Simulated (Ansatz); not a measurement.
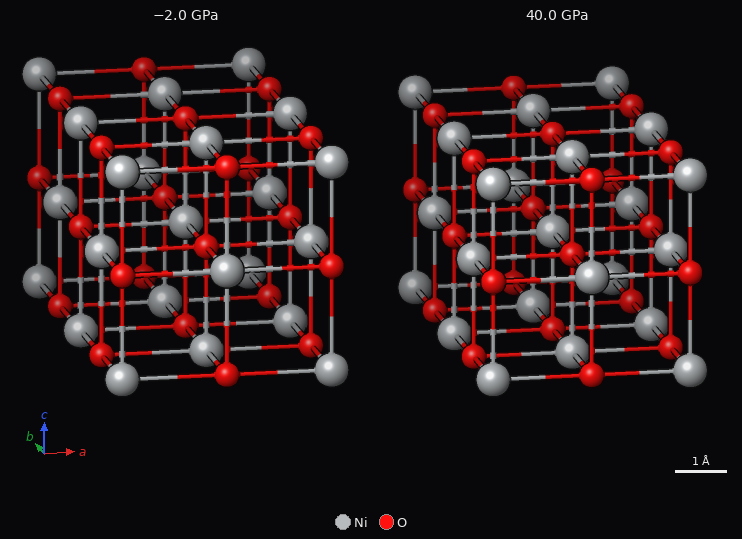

A crystal of NiO (set up in Fm-3m), relaxed (cell and atoms) at several target pressures. The picture shows the first and the last member. A ball-and-stick model of the conventional cell (4 times the calculation's cell), repeated 1 × 2 × 1 with one cell outlined, seen slightly off an axis. Lengths and directions refer to the drawn axes.

Computed with Ansatz 0.2.0: DFT PBE, scalar-relativistic, plane waves, PAW. Set-up: plane-wave cutoff 420 eV; k-point mesh 18 × 18 × 18; occupations gaussian; smearing width 0.1 eV; collinear spin; cell and atoms relaxed; force threshold 0.008 eV/Å.

```csv
pressure (GPa),volume (Å³/atom),a (Å)
−2.0,9.489,4.234
0.0,9.369,4.216
2.0,9.257,4.199
5.0,9.102,4.176
10.0,?,?
20.0,8.492,4.080
40.0,7.901,3.983
```

Question: Estimate the missing row from the others, and compare with the calculation.

Answer: Murnaghan's form V = V₀(1 + B′P/B₀)^(−1/B′), with V₀ = 9.369 Å³ from the row at zero pressure, fits the other rows with B₀ = 166 GPa and B′ = 3.87 (largest miss 0.005 Å³). At 10.0 GPa it gives 9.369 × (1 + 3.87 × 10.0/166)^(−1/3.87) = 8.875 Å³ per atom. The calculation gives 8.875 Å³/atom (a = 4.141 Å). The estimate is right to the digits shown. From the first member to the last: Ni–O 2.117 → 1.992 Å.

The whole series:

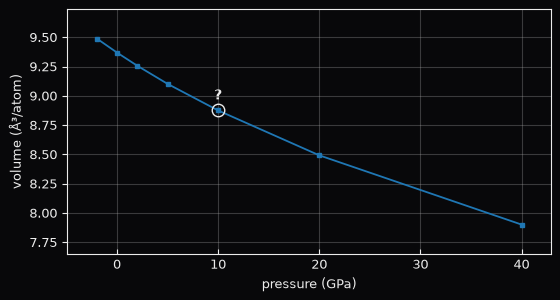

The cells carry a magnetic moment (1.8 to 1.1 μB per cell in all, first to last member); only the order that this cell allows was tried.
